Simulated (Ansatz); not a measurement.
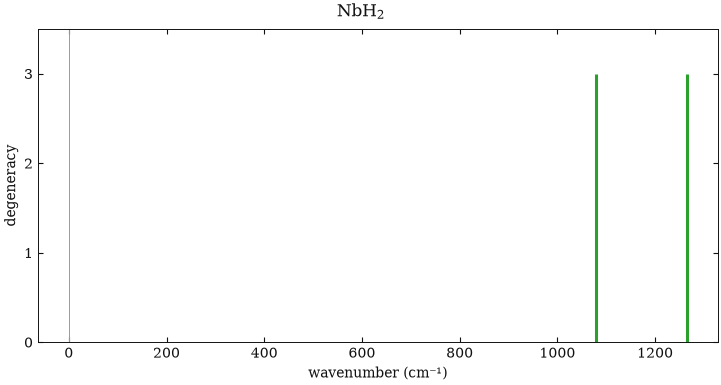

The plot gives the computed zone-centre optical phonon frequencies (the three acoustic modes are left out) for NbH₂, space group Fm-3m (No. 225).

The given structure:
```yaml
crystal:
  lattice:
    - [0.00000, 2.27529, 2.27529]
    - [2.27529, 0.00000, 2.27529]
    - [2.27529, 2.27529, 0.00000]
  atoms:
    - { symbol: Nb, position: [0.00000, 0.00000, 0.00000] }
    - { symbol: H, position: [0.25000, 0.25000, 0.25000] }
    - { symbol: H, position: [0.75000, 0.75000, 0.75000] }
```

Method: harmonic phonon frequencies at the zone centre with atoms at rest in the given cell, without the long-range term of polar modes, the three translations left out, imaginary frequencies are negative; plane waves with PAW datasets, Γ-centred k mesh (Ansatz 0.2.0). Level: PBEsol, no spin polarisation.

- wave cutoff: 420 eV
- k mesh: 16×16×16
- occupations: Fermi–Dirac
- smearing width: 0.15 eV
- volume relative to the relaxed cell: 1.02
- phonon method: linear response

This calculation gives: highest mode 1264.5 cm⁻¹ and lowest optical mode 1078.0 cm⁻¹.

Now the cell is compressed by 6.5 % in volume, to 7.34 Å³/atom. What happens?

The highest mode rises from 1264.5 to 1366.8 cm⁻¹ (+8.1 %) and the lowest optical mode rises from 1078.0 to 1193.5 cm⁻¹ (+11 %). The shift of the highest mode amounts to a Grüneisen parameter of 1.15.

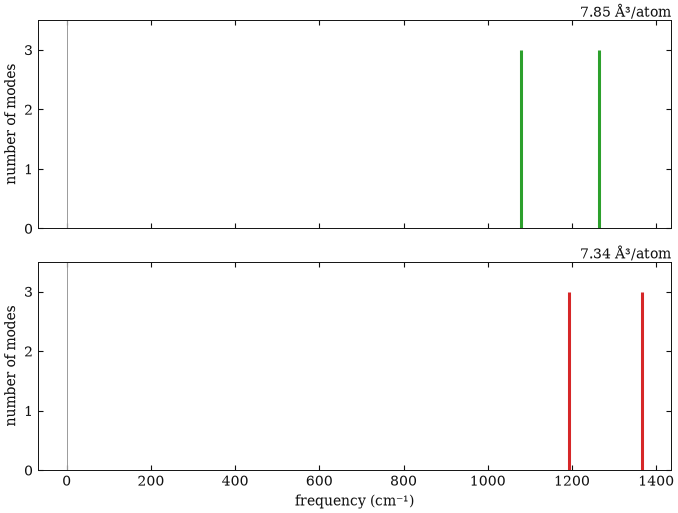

The two results together.

For both, limits of the calculation: metal sensitive to the k mesh.
